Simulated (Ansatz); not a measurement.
C (P6/mmm, No. 191): the input geometry of a calculation; the starting structure was generated, so it need not be a known form of this composition.

```xyz
3
Lattice="5.6952 0.0000 0.0000 -2.8476 4.9322 0.0000 0.0000 0.0000 1.2767" Properties=species:S:1:pos:R:3 pbc="T T T"
C     0.0000    0.0000    0.0000
C     0.0000    3.2881    0.6383
C     2.8476    1.6441    0.6383
```

What will an integrated-DPC-like image along [101] show? Simulated as the projected potential of neutral atoms (B = 0.3 Å²) blurred by a 0.64 Å probe, the thin-sample limit of integrated differential phase contrast. The display is stretched by a gamma of 0.8; percentages refer to the linear signal. Shot noise was added.

The columns repeat on a centred rectangular net of 1.25 × 9.86 Å (plane group c2mm). All columns are alike (C). The shortest distance between visible columns is 1.25 Å in projection. Along the beam the structure repeats every 5.84 Å.

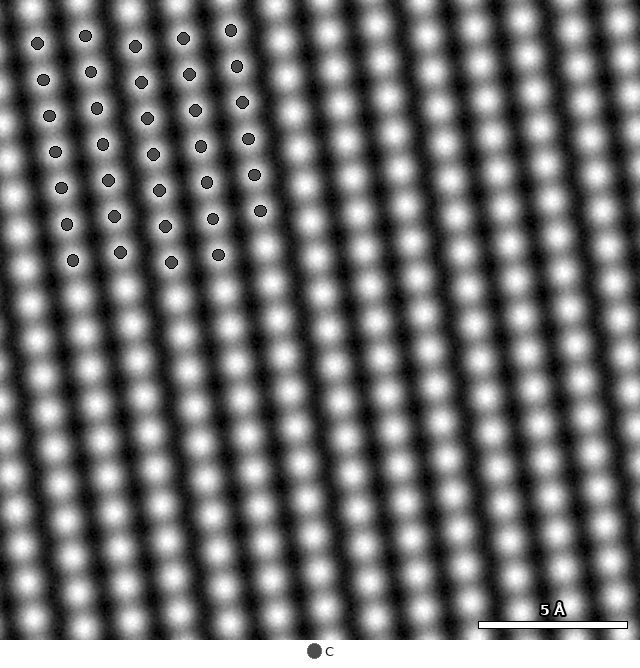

The simulated image, with the columns of the model marked in one corner.
